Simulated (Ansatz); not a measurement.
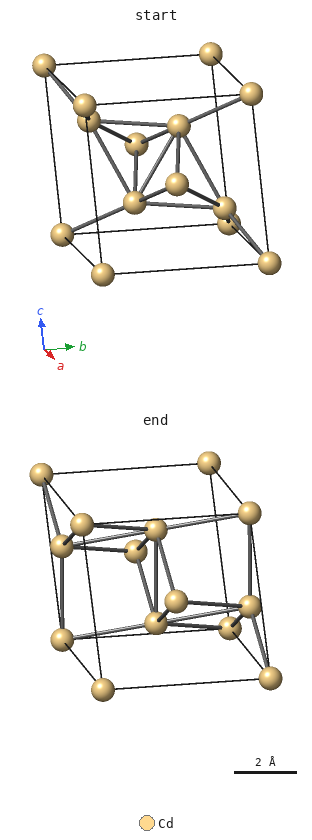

The structure of solid Cd (built on the Hg_14 type) before (top) and after (bottom) a relaxation, at one scale.

Style: ball-and-stick. Shown: the cell of the calculation, slightly off an axis.

Case: Hg type (P2_1/c, No. 14).

Computed with Ansatz, DFT PBE, scalar-relativistic, plane waves, PAW. Settings: plane-wave cutoff 420 eV; k-point mesh 8 × 8 × 8; occupations gaussian; smearing width 0.1 eV; no spin polarisation; cell and atoms relaxed; force threshold 0.01 eV/Å; at most 80 steps.

**Summarise the run.**

The energy falls by 160 meV per atom in 11 accepted moves (12 points after the start). Largest force component: 0.33 eV/Å at the start, 0.00027 eV/Å at the end. Pressure: 2.21 GPa at the start and −0.02 GPa at the end. The SCF was repeated once at an unchanged geometry on a basis and grid sized afresh for the cell, which shifted the energy by 0.5 meV per atom at most. The largest moves relative to the cell, 0.94 Å, are those of Cd atoms. The drawn cell changes as follows: a 5.194 → 5.219 Å (+0.5 %), b 5.646 → 5.676 Å (+0.5 %), c 5.640 → 5.588 Å (−0.9 %), β 114.4° → 122.3°; the volume changes by −7.1 %. Among the contacts that change: Cd–Cd 4.475 → 2.940 Å, Cd–Cd 4.176 → 3.197 Å, Cd–Cd 3.081 → 3.981 Å, Cd–Cd 4.030 → 3.158 Å. Bond angles that change, for instance: Cd–Cd–Cd 126.5° → 77.7°, Cd–Cd–Cd 143.0° → 180.0°, Cd–Cd–Cd 135.1° → 102.4°. The space group (tolerance 0.01 Å) goes from P2_1/c (No. 14) to Fmmm (No. 69). The run took roughly 23 core-minutes on a shared host.
